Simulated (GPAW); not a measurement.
## Fe3 on MgO3 001: anisotropy with GPAW

Aim: the anisotropy of Fe3 on MgO3 001 from the Kohn–Sham states of one collinear run.

Program: GPAW 26.7.0. Level of theory: PBE; plane waves with GPAW's PAW setups, scalar-relativistic. Results are calculated unless marked as measured.

## 1. The starting structure

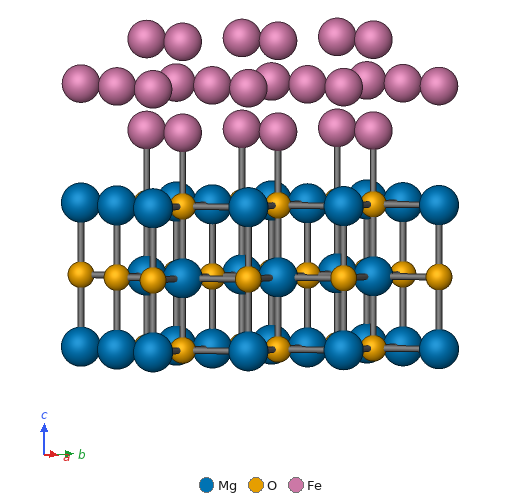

The cell as given, from the side, with the c axis up (magnesium blue, oxygen orange, iron pink). 2×3×1 cells are drawn. Some periodic images of atoms are drawn too.

The cell holds 9 atoms: 3 Mg, 3 O and 3 Fe. Cell: a = 2.978 Å, b = 2.978 Å, c = 21.022 Å, α = 90.0°, β = 90.0°, γ = 90.0°. ideal sites on the substrate's mesh, layer spacings from atomic volumes, unrelaxed, 12 A of vacuum. Vacuum lies along c.

## 2. The magnetic state

All later steps read the density of this run.

File order1.py:

```python
import json
import numpy as np
from ase import Atoms
from ase.parallel import paropen, parprint
from gpaw import GPAW

atoms = Atoms(['Mg', 'O', 'Mg', 'O', 'Mg', 'O', 'Fe', 'Fe', 'Fe'],
    cell=[[2.978334, 0.0, 0.0],
         [0.0, 2.978334, 0.0],
         [0.0, 0.0, 21.022]],
    scaled_positions=[[0.0, 0.0, 0.285415],
         [0.5, 0.5, 0.285415],
         [0.5, 0.5, 0.385596],
         [0.0, 0.0, 0.385596],
         [0.0, 0.0, 0.485777],
         [0.5, 0.5, 0.485777],
         [0.5, 0.5, 0.588051],
         [0.0, 0.0, 0.651318],
         [0.5, 0.5, 0.714585]],
    pbc=True,
    magmoms=[0.0, 0.0, 0.0, 0.0, 0.0, 0.0, 2.6, 2.6, 2.6])
atoms.calc = GPAW(mode={'name': 'pw', 'ecut': 600},
    xc='PBE',
    kpts={'size': (16, 16, 1), 'gamma': True},
    occupations={'name': 'fermi-dirac', 'width': 0.05},
    convergence={'density': 1e-05, 'energy': 1e-05},
    maxiter=250,
    mixer={'name': 'pulay', 'beta': 0.03, 'nmaxold': 8, 'weight': 100},
    symmetry={'tolerance': 1e-4},
    txt='order1.txt')
e = atoms.get_potential_energy(force_consistent=True)
res = {'free_energy': e, 'energy_sigma0': atoms.get_potential_energy(), 'fermi_energy': atoms.calc.get_fermi_level()}
res['moments'] = atoms.get_magnetic_moments().tolist()
res['total'] = atoms.get_magnetic_moment()
parprint('site moments (muB):', np.round(res['moments'], 3))
parprint(f"total moment: {res['total']:.3f} muB")
parprint(f'free energy: {e:.6f} eV')
atoms.calc.write('order1.gpw')
with paropen('results.json', 'w') as f:
    json.dump(res, f)
```

On the command line:

```
$ OMP_NUM_THREADS=1 mpirun -n 4 gpaw python order1.py > order1.log
```

The log of the run:

```text
site moments (muB): [ 0.000e+00  0.000e+00  2.000e-03  2.000e-03 -8.000e-03  2.600e-02
  2.877e+00  2.488e+00  2.972e+00]
total moment: 8.525 muB
free energy: -60.461641 eV

--- order1.txt ---
Input parameters:
  mode=PW(ecut=600),
  convergence={'density': 1e-05, 'energy': 1e-05},
  kpts=MonkhorstPack(size=(16, 16, 1), gamma=True),
  maxiter=250,
  mixer=Pulay(name='pulay', nmaxold=8, beta=0.03, weight=100, sigma=0.015, g_ss=None),
  occupations=Occupations(name='fermi-dirac', width=0.05),
  symmetry=Symmetry(tolerance=0.0001),
  xc=XC(name='PBE')

Diagonalizing LCAO Hamiltonian
Converting LCAO to pw mode
   .------.
  /|      |
 * |      |
 | |      |
 | |      |
 | |      |
 | |      |
 | |      |
 | | Fe   |
 | |      |
 | |      |
 Fe|      |
 | | Fe   |
 | |      |
 | | O    |
 Mg|      |
 | |      |
 | | Mg   |
 O |      |
 | |      |
 | | O    |
 Mg|      |
 | |      |
 | |      |
 | |      |
 | |      |
 | .------.
 |/      /
 *------*

Atoms  # Å, Bohr magnetons
|   | symbol |        x |        y |         z |    initial magnetic moments |
|---|--------|----------|----------|-----------|-----------------------------|
| 0 |     Mg | 0.000000 | 0.000000 |  5.999994 | ( 0.0000,  0.0000,  0.0000) |
| 1 |      O | 1.489167 | 1.489167 |  5.999994 | ( 0.0000,  0.0000,  0.0000) |
| 2 |     Mg | 1.489167 | 1.489167 |  8.105999 | ( 0.0000,  0.0000,  0.0000) |
| 3 |      O | 0.000000 | 0.000000 |  8.105999 | ( 0.0000,  0.0000,  0.0000) |
| 4 |     Mg | 0.000000 | 0.000000 | 10.212004 | ( 0.0000,  0.0000,  0.0000) |
| 5 |      O | 1.489167 | 1.489167 | 10.212004 | ( 0.0000,  0.0000,  0.0000) |
| 6 |     Fe | 1.489167 | 1.489167 | 12.362008 | ( 0.0000,  0.0000,  2.6000) |
| 7 |     Fe | 0.000000 | 0.000000 | 13.692007 | ( 0.0000,  0.0000,  2.6000) |
| 8 |     Fe | 1.489167 | 1.489167 | 15.022006 | ( 0.0000,  0.0000,  2.6000) |

Unit cell  # Å
| periodic |        x |        y |         z |   lengths |    angles |
|----------|----------|----------|-----------|-----------|-----------|
|      yes | 2.978334 | 0.000000 |  0.000000 |  2.978334 | 90.000000 |
|      yes | 0.000000 | 2.978334 |  0.000000 |  2.978334 | 90.000000 |
|      yes | 0.000000 | 0.000000 | 21.022000 | 21.022000 | 90.000000 |

Number of symmetries: 8

BZ-sampling:
  Number of BZ points: 256
  Number of IBZ points: 45

  Monkhorst-Pack size: [16, 16, 1]
  Monkhorst-Pack shift: [0.03125, 0.03125, 0.0]

Plane wave coefficients: 6282
Cutoff: 600.0 eV

Spin-components: 2 (collinear spins)
Bands:           52
Projectors:      48
Spin-degeneracy: 1
Datatype:        complex128

Parallelization:
  kpt:    4
  domain: 1
  band:   1

Density:
  Valence electrons: 72.0
  Components: 2
  Grid points: [ 18  18 120]
  Charge: 0.0  # |e|

Potential:
  Grid points: [ 18  18 120]

[... setups left out ...]
Reference energy: -126329.855369  # eV

eigensolver:
  PPCG
  Converge bands: occupied
  niter=2

density mixing:
  Pulay-Mixer
  Linear mixing parameters: 0.03
  Old densities: 8
  Fourier metric: weight=100, sigma=0.015

occupation numbers:
  Fermi-Dirac:
    width: 0.0500  # eV

poisson solver:
  ecut: 4800.0  # eV

xc functional:
  name: PBE with 2 nearest neighbor stencil

convergence criteria:
- Maximum integral of absolute [dens]ity change: 1e-05 electrons / valence electron
- Maximum [total energy] change in last 3 cyles: 1e-05 eV / valence electron
- Maximum integral of absolute [eigenst]ate change: 4e-08 eV^2 / valence electron
maximum number of iterations: 250

SCF iterations
|iter     |      energy | eigst |  dens |  magmom |
|---------|-------------|-------|-------|---------|
|iter:   1|       0s |  -65.632768 | +0.41 |       |  +7.8140|
|iter:   2|      13s |  -64.550311 | -1.13 | -0.89 |  +7.8226|
|iter:   3|      27s |  -63.536257 | -1.53 | -0.94 |  +7.8337|
|iter:   4|      41s |  -62.058567 | -1.40 | -0.99 |  +7.8564|
|iter:   5|      55s |  -60.295624 | -0.49 | -1.05 |  +7.9435|
|iter:   6|      69s |  -60.262019 | -1.97 | -1.27 |  +7.9484|
|iter:   7|      83s |  -60.296433 | -2.05 | -1.30 |  +8.0777|
|iter:   8|      96s |  -60.297214 | -3.02 | -1.42 |  +8.0989|
|iter:   9|     110s |  -60.376836 | -2.42 | -1.46 |  +8.2273|
|iter:  10|     124s |  -60.426988 | -2.32 | -1.67 |  +8.3553|
[... 19 iterations left out ...]
|iter:  30|     396s |  -60.449728c| -7.17 | -4.19 |  +8.5258|
|iter:  31|     403s |  -60.449728c| -7.88c| -4.35 |  +8.5257|
|iter:  32|     409s |  -60.449729c| -7.89c| -4.41 |  +8.5256|
|iter:  33|     416s |  -60.449728c| -7.97c| -4.48 |  +8.5255|
|iter:  34|     422s |  -60.449728c| -7.73c| -4.57 |  +8.5253|
|iter:  35|     429s |  -60.449728c| -8.26c| -4.70 |  +8.5252|
|iter:  36|     435s |  -60.449728c| -8.34c| -4.73 |  +8.5253|
|iter:  37|     442s |  -60.449729c| -7.94c| -4.80 |  +8.5253|
|iter:  38|     448s |  -60.449729c| -8.35c| -4.97 |  +8.5253|
|iter:  39|     454s |  -60.449729c| -8.70c| -5.01c|  +8.5252|

Converged in 39 steps
Energy contributions relative to reference atoms: (reference = -126329.855369)

Energy contributions:
  Kinetic:          56.830773
  Coulomb:         -47.523496
  Zero:              0.433250
  External:          0.000000
  Xc:              -70.178342
  Entropy:          -0.023825
  Spinorbit:         0.000000
  ----------------------------
  Free energy:     -60.461641
  Extrapolated:    -60.449729

dipole moment: (-24.159225, -24.159225, -0.272468)  # |e|*Ang

Total magnetic moment: (0.000000, 0.000000, 8.525243)

Local magnetic moments
|        x |        y |         z |
|----------|----------|-----------|
| 0.000000 | 0.000000 |  0.000107 |  # Mg   0
| 0.000000 | 0.000000 |  0.000123 |  # O    1
| 0.000000 | 0.000000 |  0.001839 |  # Mg   2
| 0.000000 | 0.000000 |  0.001813 |  # O    3
| 0.000000 | 0.000000 | -0.008286 |  # Mg   4
| 0.000000 | 0.000000 |  0.025954 |  # O    5
| 0.000000 | 0.000000 |  2.877423 |  # Fe   6
| 0.000000 | 0.000000 |  2.487865 |  # Fe   7
| 0.000000 | 0.000000 |  2.972063 |  # Fe   8

Fermi level: 2.995
Eigenvalues  # (at kpt = [0.000, 0.000, 0.000])
| band index |      eig [eV] | occ [0-1] |      eig [eV] | occ [0-1] |
|------------|---------------|-----------|---------------|-----------|
|          0 |       -73.175 |     1.000 |       -73.175 |     1.000 |
|        ... |               |           |               |           |
|         29 |         0.313 |     1.000 |         2.779 |     0.987 |
|         30 |         0.353 |     1.000 |         2.958 |     0.675 |
|         31 |         0.353 |     1.000 |         2.958 |     0.675 |
|         32 |         0.523 |     1.000 |         3.230 |     0.009 |
|         33 |         0.523 |     1.000 |         3.230 |     0.009 |
|         34 |         1.008 |     1.000 |         3.253 |     0.006 |
|         35 |         1.076 |     1.000 |         3.366 |     0.001 |
|         36 |         1.290 |     1.000 |         3.910 |     0.000 |
|         37 |         1.817 |     1.000 |         4.237 |     0.000 |
|         38 |         1.817 |     1.000 |         4.524 |     0.000 |
|         39 |         2.154 |     1.000 |         4.525 |     0.000 |
|         40 |         2.358 |     1.000 |         4.525 |     0.000 |
|         41 |         3.325 |     0.001 |         5.072 |     0.000 |
|         42 |         4.060 |     0.000 |         5.111 |     0.000 |
|         43 |         5.484 |     0.000 |         5.711 |     0.000 |
|        ... |               |           |               |           |
|         51 |        12.352 |     0.000 |        11.125 |     0.000 |

No gap
No difference between direct/indirect transitions
```

It took 7.9 min on 4 MPI ranks of Arm Neoverse V1, shared host; peak memory 1.5 GiB; 32 min of CPU time.

Spin moment in the augmentation sphere by atom:

```csv
atom,spin moment in the augmentation sphere (μB)
Mg1,0.00
O2,0.00
Mg3,0.00
O4,0.00
Mg5,-0.01
O6,0.03
Fe7,2.88
Fe8,2.49
Fe9,2.97
```

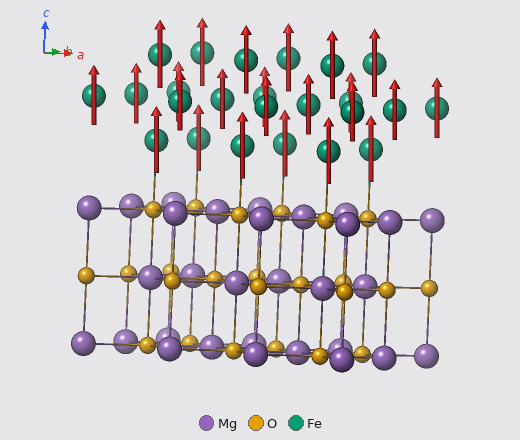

Spin moment in the augmentation sphere as arrows, the longest 2.97 μB. Up and down stand for the sign. Arrows give size and sign along the axis of quantisation, drawn up and down the page. 3×2×1 cells are drawn. Some periodic images of atoms are drawn too.

Numbers from this step:

| Quantity | Value |
| --- | --- |
| magnetization | 8.525 μB |
| final state | ferromagnetic |

After 39 cycles the largest moment stands at 2.97 μB.

## 3. Non-self-consistent run

The steps that follow sum over empty states, which the ground-state run does not converge; 77 states a spin are converged here at the frozen density and written with their wave functions.

It starts from the saved density of the lowest of the states tried.

File nscf.py:

```python
from gpaw import GPAW

calc = GPAW('order1.gpw').fixed_density(
    kpts={'size': (24, 24, 1), 'gamma': True},
    nbands=81,
    convergence={'bands': 77, 'eigenstates': 1e-9},
    eigensolver='ppcg',
    parallel={'domain': 1},
    txt='nscf.txt')
calc.write('nscf.gpw', mode='all')
```

On the command line:

```
$ OMP_NUM_THREADS=1 mpirun -n 4 gpaw python nscf.py > nscf.log
```

The log of the run:

```text
Input parameters:
  mode=PW(ecut=600),
  convergence={'bands': 77, 'eigenstates': 1e-09},
  eigensolver=PPCG(niter=2, min_niter=1, max_buffer_mem=209715200, blocksize=None, rr_modulo=5, include_cg=True, promote_inner_dtype=False, tolerances=None),
  gpts=array([ 18,  18, 120]),
  kpts=MonkhorstPack(size=(24, 24, 1), gamma=True),
  maxiter=250,
  mixer=Pulay(name='pulay', nmaxold=8, beta=0.03, weight=100, sigma=0.015, g_ss=None),
  nbands=81,
  occupations=Occupations(name='fermi-dirac', width=0.05),
  parallel={'domain': 1},
  symmetry=Symmetry(tolerance=0.0001),
  xc=XC(name='PBE')
```

Elapsed: 33 min, on 4 MPI ranks; peak memory 2.8 GiB.

## 4. Energy against the direction of the moments

Spin–orbit coupling is added in the basis of the saved states for each direction of the moments. The change in the band energy is the anisotropy energy, with no new self-consistent run.

File anisotropy.py:

```python
import json
import numpy as np
from ase.parallel import paropen, parprint
from gpaw import GPAW
from gpaw.spinorbit import soc_eigenstates

calc = GPAW('nscf.gpw')
angles = [[0.0, 0.0], [90.0, 0.0], [90.0, 90.0]]  # theta, phi in degrees
res = {'rows': []}
for scale in [1.0]:
    e0 = None
    for theta, phi in angles:
        soc = soc_eigenstates(calc, n2=77, scale=scale, theta=theta, phi=phi)
        e = soc.calculate_band_energy()
        e0 = e if e0 is None else e0
        orbital = soc.get_orbital_magnetic_moments()
        res['rows'].append([scale, theta, phi, 1000 * (e - e0), orbital.tolist()])
        parprint(f'scale {scale} theta {theta:6.1f} phi {phi:6.1f}  dE = {1000 * (e - e0):9.4f} meV  |L| =', np.round(np.linalg.norm(orbital, axis=1), 4))
with paropen('results.json', 'w') as f:
    json.dump(res, f)
```

On the command line:

```
$ OMP_NUM_THREADS=1 mpirun -n 4 gpaw python anisotropy.py > anisotropy.log
```

The log of the run:

```text
scale 1.0 theta    0.0 phi    0.0  dE =    0.0000 meV  |L| = [0.000e+00 0.000e+00 1.000e-04 0.000e+00 1.000e-04 9.000e-04 1.186e-01
 7.480e-02 1.053e-01]
scale 1.0 theta   90.0 phi    0.0  dE =    1.8342 meV  |L| = [0.     0.     0.     0.     0.0008 0.0001 0.0786 0.0561 0.0818]
scale 1.0 theta   90.0 phi   90.0  dE =    1.8342 meV  |L| = [0.     0.     0.     0.     0.0008 0.0001 0.0786 0.0561 0.0818]
```

The job ended after 20 s (4 MPI ranks; peak memory 3.4 GiB; 79 s of CPU time).

Directions, in the order of the table: the normal; the first cell vector; the in-plane normal to it.

Theta from the Cartesian z axis, phi from x; spin up lies along the direction. Anisotropy, by row:

| spin-orbit scale | theta (degrees) | phi (degrees) | band energy less the first direction's (meV a cell) | orbital moment of atom 9 along the direction (μB) | sum of orbital moments along the direction (μB a cell) |
| --- | --- | --- | --- | --- | --- |
| 1 | 0 | 0 | 0 | 0.1053 | 0.2999 |
| 1 | 90 | 0 | 1.834 | 0.08177 | 0.2174 |
| 1 | 90 | 90 | 1.834 | 0.08177 | 0.2174 |

## 5. What came out

```yaml
state: ferromagnetic
largest_site_moment: 2.97 μB
spread_of_the_directions_energies: 1.83 meV a cell
easiest_direction_tried: the normal
```

What this shows: About the ferromagnetic state the directions differ by 1.83 meV a cell, with the normal easiest. The anisotropy comes from the force theorem at a frozen potential; it needs a check on a finer mesh, and shape anisotropy is not in it.

[Logs and program files are shortened in this print: banners, set-up blocks, solver, clock and traceback lines can be left out without a mark of their own.]

[Logs are printed without paths, hosts, clocks, repeated set-up lines and the standing remarks that a program may print on its own settings, such as how far it seeks lower states.]

[Hosts, paths, dates, database ids (printed as entryN), source tags and the programs' standing remarks are cut or masked in the printed files.]

[Where a cell is said to come from a database of computed structures, the database is the Materials Project.]
